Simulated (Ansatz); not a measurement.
Geometry relaxation of Sc₄Al (part 1 of 2)

Sc₄Al (5 atoms in the cell), computed with DFT PBE, scalar-relativistic, plane waves, PAW, no spin polarisation (Ansatz 0.2.0).

The structure was made by a generator, so it may or may not be a known phase. Figures and captions count atoms from 1; the log counts them from 0 in places.

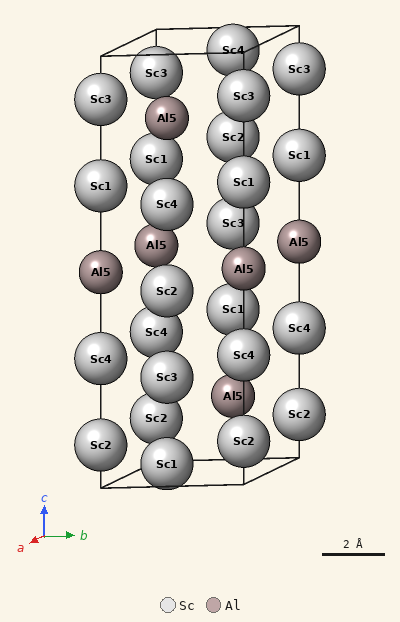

Figure 1. The starting structure (spheres-only view of the cell 3 times as large as that of the calculation, set on its symmetry axes, seen slightly off an axis; atoms are numbered from 1 in the order of the input).

**Key numbers**

```tsv
quantity	value
outcome	converged
space group (tolerance 0.01 Å)	R-3m (166)
electrons treated	47
free energy	−9081.6127 eV
Fermi energy	9.360 eV
gap on the k-point mesh	none (metallic)
pressure	0.20 GPa
final volume	111.45 Å³
largest force (length of the vector) at the end	0.015 eV/Å
final cell	a = 5.988 Å, b = 5.988 Å, c = 5.988 Å, α = 48.78°, β = 48.78°, γ = 48.78°
hardware	1 thread of AMD EPYC (Zen 5), 32 GiB of memory available, shared host
wall time	9.2 s
peak memory	0.51 GiB
```

**The input**
```yaml
crystal:
  lattice:
    - [2.32992563, 1.34518319, 4.75594079]
    - [-2.32992563, 1.34518319, 4.75594079]
    - [0.0, -2.69036638, 4.75594079]
  atoms:
    - { symbol: Sc, position: [0.7, 0.7, 0.7] }
    - { symbol: Sc, position: [0.1, 0.1, 0.1] }
    - { symbol: Sc, position: [0.9, 0.9, 0.9] }
    - { symbol: Sc, position: [0.3, 0.3, 0.3] }
    - { symbol: Al, position: [0.5, 0.5, 0.5] }
basis:
  ecutwfc: 420
kpoints:
  mp_grid: { grid: [6, 6, 6] }
hamiltonian:
  xc: pbe
scf:
  occupations: { method: gaussian, width: 0.1 }
  lower_state_search: "off"
output:
  forces: true
  stress: true
  eigenvalues: true
relax:
  adjacent_minimum: "off"
  f_tol: 0.04
  max_steps: 70
  cell: { stress_tol: 0.4 }
```

Run as:
```bash
ansatz run input.yaml --threads 1 --pin off --max-ram 2560MiB --backend cpu --events-out ev --progress --plain --runs-dir out
```

**The program's output**
```
Engine: ansatz 0.2.0, x86_64-unknown-linux-gnu
Pseudopotentials: kind: paw
Pseudopotential: Sc, paw, valence charge 11, recommended cutoff 420 eV (normal), Sc.paw.azcp
Pseudopotential: Al, paw, valence charge 3, recommended cutoff 420 eV (normal), Al.paw.azcp
Functional definition: PBE
  parameter kappa = 0.804
  parameter beta = 0.06672455060314922
  exchange = pbe_x(kappa = kappa, mu = beta*pi^2/3)
  correlation = pbe_c(beta = beta)
Crystal: 5 atoms, lattice volume = 89.436 Å³
Basis set: ecut = 420 eV, 1737 PW (Γ), exchange–correlation on 80×80×80 points (8 copies of the dense FFT grid, shifted against one another)
Bands: 29, of which v1, the nominal top of the filled ones, is band 24 counted from 1 (23 counted from 0)
Symmetry: 12 space group operations
Space group: R-3m (ITA 166), of the structure as read, at distance tolerance 4.5e-5 Å
k-points: 32 of 216
Non-local potential: Sc, projectors of the file, l = 0: 3, l = 1: 2, l = 2: 3, l = 3: 1
Non-local potential: Al, projectors of the file, l = 0: 2, l = 1: 2, l = 2: 1
PAW form: soft (Blöchl's): semilocal exchange-correlation on the pseudo side does not see the compensation charge
PAW one-centre angular grid: Sc, 590 points (default); XC on 64 Gauss nodes
PAW one-centre angular grid: Al, 110 points (default); XC on 64 Gauss nodes
Initial density: superposition of atomic densities (neutral atoms: chi_scale 0, normalization atom), corrected by the library's trained network
Initial wavefunctions: pseudopotential atomic-orbital guess
Functional: x = pbe(κ = 0.804, μ = 0.2195149727645171), c = pbe(β = 0.06672455060314922)
SCF iter   1: F=—  HF=-9080.083883 eV  |F-HF|=—  |Δ(HF+E_count)|=         —  Δρ=7.15e-3  dr2=8.25e-2  ethr=1.77e-3  ⟨swp⟩=5.2  Hψ=3894  notcnv=0
preconditioner: auto → Kerker (q_TF=auto, 2.451 Å⁻¹)  [metal: Δε(μ)=0.013 eV  Ē_g=2.896 eV  σ=0.100 eV  W_gap=0.07  n_scr=20 (ndim 8)  ℏωp=15.2 eV  f_vac=0.000  D(μ)=5.47/eV (n_scr^D=58)]
SCF iter   2: F=—  HF=-9080.073633 eV  |F-HF|=—  |Δ(HF+E_count)|=   1.02e-2  Δρ=3.20e-3  dr2=6.90e-3  ethr=1.75e-4  ⟨swp⟩=2.0  Hψ=1451  notcnv=0  defer=2
SCF iter   3: F=—  HF=-9080.073231 eV  |F-HF|=—  |Δ(HF+E_count)|=   4.02e-4  Δρ=1.72e-3  dr2=2.39e-3  ethr=1.47e-5  ⟨swp⟩=2.2  Hψ=1098  notcnv=0  defer=2
SCF iter   4: F=—  HF=-9080.073132 eV  |F-HF|=—  |Δ(HF+E_count)|=   9.90e-5  Δρ=2.63e-4  dr2=6.14e-5  ethr=5.08e-6  ⟨swp⟩=2.0  Hψ=1161  notcnv=0  defer=2
SCF iter   5: F=—  HF=-9080.073133 eV  |F-HF|=—  |Δ(HF+E_count)|=   8.84e-7  Δρ=8.03e-5  dr2=1.03e-5  ethr=1.31e-7  ⟨swp⟩=2.0  Hψ=1176  notcnv=0  defer=2
SCF iter   6: F=—  HF=-9080.073132 eV  |F-HF|=—  |Δ(HF+E_count)|=   1.11e-6  Δρ=1.48e-5  dr2=1.70e-7  ethr=2.19e-8  ⟨swp⟩=2.0  Hψ=1172  notcnv=0  defer=2
SCF iter   7: F=-9080.073132 eV  HF=-9080.073132 eV  |F-HF|=5.37e-9  |Δ(HF+E_count)|=   2.88e-8  Δρ=3.66e-6  dr2=1.11e-8  ethr=2.13e-10  ⟨swp⟩=4.9  Hψ=2975  notcnv=0
SCF 1 converged in 7 iterations: F = -9080.073132 eV  dr2 = 1.11e-8
  greatest PAW one-centre occupation: 0.998 electrons in one spin orbital (limit 2), on the Sc atom at site 3 (counted from 0), in its partial waves of l = 0
relax step   1: F+E_penalty+E_count = -9080.07313183 eV  Δ(F+E_penalty+E_count) = +0.000e0 eV  max|allowed force component| = 8.929e-1 eV/Å  Δτ_max = 0.0000 Å  P = +20.153 GPa  Ω = 89.436 Å³  (7 SCF iters, dr2 threshold 1.00e-7 eV, accepted)
Crystal: 5 atoms, lattice volume = 100.688 Å³
Basis set: ecut = 420 eV, 1961 PW (Γ), exchange–correlation on 80×80×80 points (8 copies of the dense FFT grid, shifted against one another)
Initial density: handed on by an earlier stage of this run
Initial wavefunctions: those handed on with the density
iter 1 solved again at ethr=1.04e-4 eV; its pass at ethr=3.10e-3 eV (dr2=4.90e-2 eV) is discarded
SCF iter   1: F=—  HF=-9081.178846 eV  |F-HF|=—  |Δ(HF+E_count)|=         —  Δρ=5.49e-3  dr2=4.95e-2  ethr=1.04e-4  ⟨swp⟩=1.0  Hψ=5100  notcnv=0
preconditioner: auto → Kerker (q_TF=auto, 2.403 Å⁻¹)  [metal: Δε(μ)=0.040 eV  Ē_g=2.773 eV  σ=0.100 eV  W_gap=0.22  n_scr=20 (ndim 8)  ℏωp=14.3 eV  f_vac=0.000  D(μ)=4.02/eV (n_scr^D=34)]
SCF iter   2: F=—  HF=-9081.174796 eV  |F-HF|=—  |Δ(HF+E_count)|=   4.05e-3  Δρ=2.68e-3  dr2=8.35e-3  ethr=1.04e-4  ⟨swp⟩=2.0  Hψ=1279  notcnv=0
SCF iter   3: F=—  HF=-9081.174494 eV  |F-HF|=—  |Δ(HF+E_count)|=   3.01e-4  Δρ=1.53e-3  dr2=2.89e-3  ethr=1.78e-5  ⟨swp⟩=2.0  Hψ=1002  notcnv=0
SCF iter   4: F=—  HF=-9081.174204 eV  |F-HF|=—  |Δ(HF+E_count)|=   2.91e-4  Δρ=2.63e-4  dr2=8.03e-5  ethr=6.15e-6  ⟨swp⟩=2.0  Hψ=1169  notcnv=0
SCF iter   5: F=—  HF=-9081.174188 eV  |F-HF|=—  |Δ(HF+E_count)|=   1.54e-5  Δρ=5.23e-5  dr2=3.97e-6  ethr=1.71e-7  ⟨swp⟩=2.6  Hψ=1370  notcnv=0
SCF iter   6: F=-9081.174187 eV  HF=-9081.174188 eV  |F-HF|=1.09e-7  |Δ(HF+E_count)|=   8.06e-7  Δρ=1.38e-5  dr2=1.76e-7  ethr=1.06e-9  ⟨swp⟩=5.5  Hψ=3717  notcnv=0
SCF 2 converged in 6 iterations: F = -9081.174187 eV  dr2 = 1.76e-7
relax step   2: F+E_penalty+E_count = -9081.17418747 eV  Δ(F+E_penalty+E_count) = -1.101e0 eV  max|allowed force component| = 8.081e-1 eV/Å  Δτ_max = 0.0642 Å  P = +7.811 GPa  Ω = 100.688 Å³  energy of the carried Pulay correction = -2.791e-3 eV  (6 SCF iters, dr2 threshold 5.00e-7 eV, accepted)
Crystal: 5 atoms, lattice volume = 109.576 Å³
Basis set: ecut = 420 eV, 2135 PW (Γ), exchange–correlation on 80×80×80 points (8 copies of the dense FFT grid, shifted against one another)
iter 1 solved again at ethr=4.64e-4 eV; its pass at ethr=3.10e-3 eV (dr2=2.18e-1 eV) is discarded
SCF iter   1: F=—  HF=-9081.616680 eV  |F-HF|=—  |Δ(HF+E_count)|=         —  Δρ=9.39e-3  dr2=2.20e-1  ethr=4.64e-4  ⟨swp⟩=1.0  Hψ=5296  notcnv=0
preconditioner: auto → Kerker (q_TF=auto, 2.369 Å⁻¹)  [metal: Δε(μ)=0.074 eV  Ē_g=2.760 eV  σ=0.100 eV  W_gap=0.40  n_scr=20 (ndim 8)  ℏωp=13.7 eV  f_vac=0.000  D(μ)=3.22/eV (n_scr^D=20)]
SCF iter   2: F=—  HF=-9081.594407 eV  |F-HF|=—  |Δ(HF+E_count)|=   2.23e-2  Δρ=4.16e-3  dr2=2.07e-2  ethr=4.64e-4  ⟨swp⟩=2.2  Hψ=1289  notcnv=0
SCF iter   3: F=—  HF=-9081.592683 eV  |F-HF|=—  |Δ(HF+E_count)|=   1.72e-3  Δρ=2.27e-3  dr2=7.09e-3  ethr=4.41e-5  ⟨swp⟩=2.0  Hψ=1097  notcnv=0
SCF iter   4: F=—  HF=-9081.591963 eV  |F-HF|=—  |Δ(HF+E_count)|=   7.19e-4  Δρ=6.93e-4  dr2=7.15e-4  ethr=1.51e-5  ⟨swp⟩=2.0  Hψ=1122  notcnv=0
SCF iter   5: F=—  HF=-9081.591867 eV  |F-HF|=—  |Δ(HF+E_count)|=   9.66e-5  Δρ=1.18e-4  dr2=2.26e-5  ethr=1.52e-6  ⟨swp⟩=2.0  Hψ=1157  notcnv=0
SCF iter   6: F=—  HF=-9081.591854 eV  |F-HF|=—  |Δ(HF+E_count)|=   1.29e-5  Δρ=1.88e-5  dr2=6.15e-7  ethr=4.81e-8  ⟨swp⟩=2.1  Hψ=1174  notcnv=0
SCF iter   7: F=-9081.591854 eV  HF=-9081.591854 eV  |F-HF|=1.58e-8  |Δ(HF+E_count)|=   8.18e-8  Δρ=4.08e-6  dr2=2.73e-8  ethr=1.06e-9  ⟨swp⟩=5.1  Hψ=3392  notcnv=0
SCF 3 converged in 7 iterations: F = -9081.591854 eV  dr2 = 2.73e-8
relax step   3: F+E_penalty+E_count = -9081.59185369 eV  Δ(F+E_penalty+E_count) = -4.177e-1 eV  max|allowed force component| = 1.461e-1 eV/Å  Δτ_max = 0.1386 Å  P = +1.221 GPa  Ω = 109.576 Å³  energy of the carried Pulay correction = -4.774e-3 eV  (7 SCF iters, dr2 threshold 5.00e-7 eV, accepted)
Crystal: 5 atoms, lattice volume = 111.454 Å³
Basis set: ecut = 420 eV, 2171 PW (Γ), exchange–correlation on 80×80×80 points (8 copies of the dense FFT grid, shifted against one another)
iter 1 solved again at ethr=1.31e-5 eV; its pass at ethr=3.10e-3 eV (dr2=6.15e-3 eV) is discarded
SCF iter   1: F=—  HF=-9081.605961 eV  |F-HF|=—  |Δ(HF+E_count)|=         —  Δρ=1.70e-3  dr2=5.86e-3  ethr=1.31e-5  ⟨swp⟩=1.2  Hψ=4719  notcnv=0
preconditioner: auto → Kerker (q_TF=auto, 2.363 Å⁻¹)  [metal: Δε(μ)=0.054 eV  Ē_g=2.749 eV  σ=0.100 eV  W_gap=0.28  n_scr=20 (ndim 8)  ℏωp=13.6 eV  f_vac=0.000  D(μ)=3.65/eV (n_scr^D=22)]
SCF iter   2: F=—  HF=-9081.605311 eV  |F-HF|=—  |Δ(HF+E_count)|=   6.49e-4  Δρ=8.25e-4  dr2=1.22e-3  ethr=1.25e-5  ⟨swp⟩=2.0  Hψ=1114  notcnv=0
SCF iter   3: F=—  HF=-9081.605201 eV  |F-HF|=—  |Δ(HF+E_count)|=   1.11e-4  Δρ=4.72e-4  dr2=4.11e-4  ethr=2.59e-6  ⟨swp⟩=2.0  Hψ=1057  notcnv=0
SCF iter   4: F=—  HF=-9081.605117 eV  |F-HF|=—  |Δ(HF+E_count)|=   8.32e-5  Δρ=7.18e-5  dr2=5.14e-6  ethr=8.74e-7  ⟨swp⟩=2.0  Hψ=1168  notcnv=0
SCF iter   5: F=—  HF=-9081.605117 eV  |F-HF|=—  |Δ(HF+E_count)|=   6.46e-7  Δρ=2.07e-5  dr2=6.65e-7  ethr=1.06e-9  ⟨swp⟩=6.1  Hψ=3812  notcnv=0
SCF iter   6: F=-9081.605117 eV  HF=-9081.605117 eV  |F-HF|=2.17e-8  |Δ(HF+E_count)|=   7.65e-8  Δρ=4.10e-6  dr2=3.51e-8  ethr=1.06e-9  ⟨swp⟩=3.2  Hψ=2598  notcnv=0
SCF 4 converged in 6 iterations: F = -9081.605117 eV  dr2 = 3.51e-8
relax step   4: F+E_penalty+E_count = -9081.60511656 eV  Δ(F+E_penalty+E_count) = -1.326e-2 eV  max|allowed force component| = 1.411e-2 eV/Å  Δτ_max = 0.0313 Å  P = +0.141 GPa  Ω = 111.454 Å³  energy of the carried Pulay correction = -5.171e-3 eV  (6 SCF iters, dr2 threshold 5.00e-7 eV, accepted)
Basis set: ecut = 420 eV, 2171 PW (Γ), exchange–correlation on 90×90×90 points (8 copies of the dense FFT grid, shifted against one another)
Initial wavefunctions: pseudopotential atomic-orbital guess (no wavefunctions were taken with the density)
iter 1 solved again at ethr=3.07e-6 eV; its pass at ethr=3.10e-3 eV (dr2=1.45e-3 eV) is discarded
SCF iter   1: F=—  HF=-9081.612709 eV  |F-HF|=—  |Δ(HF+E_count)|=         —  Δρ=2.46e-4  dr2=1.11e-5  ethr=3.07e-6  ⟨swp⟩=2.2  Hψ=5489  notcnv=0
eigensolver tolerance schedule: the retry pair's looser diagonalisation over-reported the residual by 128.89 of it (diagonalisation noise at 0.15 of the residual, at the tolerance the schedule requests for it); recorded, not acted on — ethr = c·dr2/N_el stays at c = 1.0e-1
preconditioner: auto → Kerker (q_TF=auto, 2.363 Å⁻¹)  [metal: Δε(μ)=0.061 eV  Ē_g=2.746 eV  σ=0.100 eV  W_gap=0.32  n_scr=20 (ndim 8)  ℏωp=13.6 eV  f_vac=0.000  D(μ)=3.62/eV (n_scr^D=22)]
SCF iter   2: F=—  HF=-9081.612727 eV  |F-HF|=—  |Δ(HF+E_count)|=   1.77e-5  Δρ=1.32e-4  dr2=2.74e-6  ethr=2.37e-8  ⟨swp⟩=2.1  Hψ=1215  notcnv=0
SCF iter   3: F=—  HF=-9081.612719 eV  |F-HF|=—  |Δ(HF+E_count)|=   7.28e-6  Δρ=1.44e-5  dr2=4.85e-8  ethr=5.83e-9  ⟨swp⟩=2.0  Hψ=1174  notcnv=0
SCF iter   4: F=—  HF=-9081.612720 eV  |F-HF|=—  |Δ(HF+E_count)|=   9.87e-8  Δρ=2.01e-6  dr2=6.53e-9  ethr=1.03e-10  ⟨swp⟩=2.1  Hψ=1220  notcnv=0
SCF iter   5: F=—  HF=-9081.612720 eV  |F-HF|=—  |Δ(HF+E_count)|=  3.17e-10  Δρ=1.34e-6  dr2=3.49e-9  ethr=6.81e-12  ⟨swp⟩=4.2  Hψ=2822  notcnv=0
SCF iter   6: F=-9081.612720 eV  HF=-9081.612720 eV  |F-HF|=2.55e-11  |Δ(HF+E_count)|=  4.15e-10  Δρ=2.03e-7  dr2=6.03e-11  ethr=6.81e-12  ⟨swp⟩=3.5  Hψ=2481  notcnv=0
SCF 5 converged in 6 iterations: F = -9081.612720 eV  dr2 = 6.03e-11
relax step   5: F+E_penalty+E_count = -9081.61271951 eV  Δ(F+E_penalty+E_count) = -7.603e-3 eV  max|allowed force component| = 1.474e-2 eV/Å  Δτ_max = 0.0000 Å  P = +0.200 GPa  Ω = 111.454 Å³  stress off target by 3.24e-1 GPa  SCF on the basis re-selected at this cell (its energy is not comparable with the rows above)  (6 SCF iters)
```

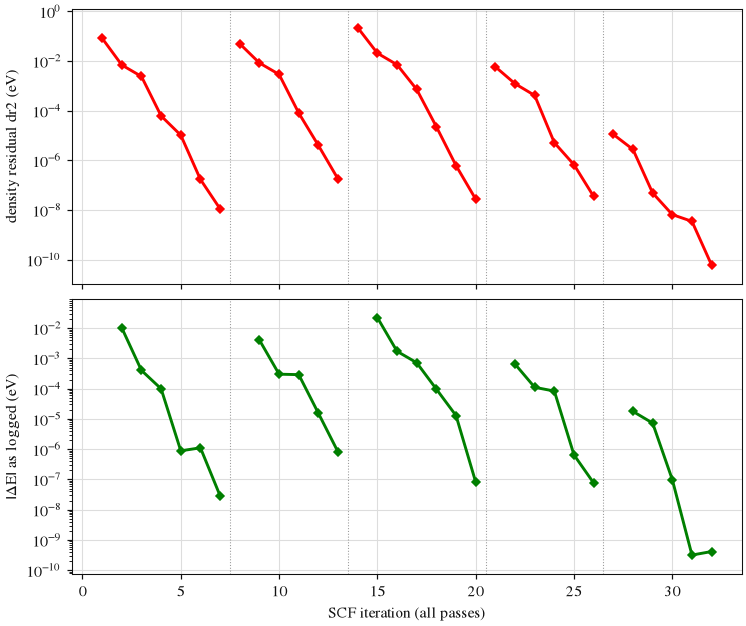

Figure 2. Convergence of the self-consistent field: density residual dr2 and size of the energy change against the SCF iteration. The dotted lines part the SCF passes of the relaxation: geometry steps, rejected trials and re-solves on a re-selected basis. The 5 passes take 6 to 7 iterations each, 32 in all.
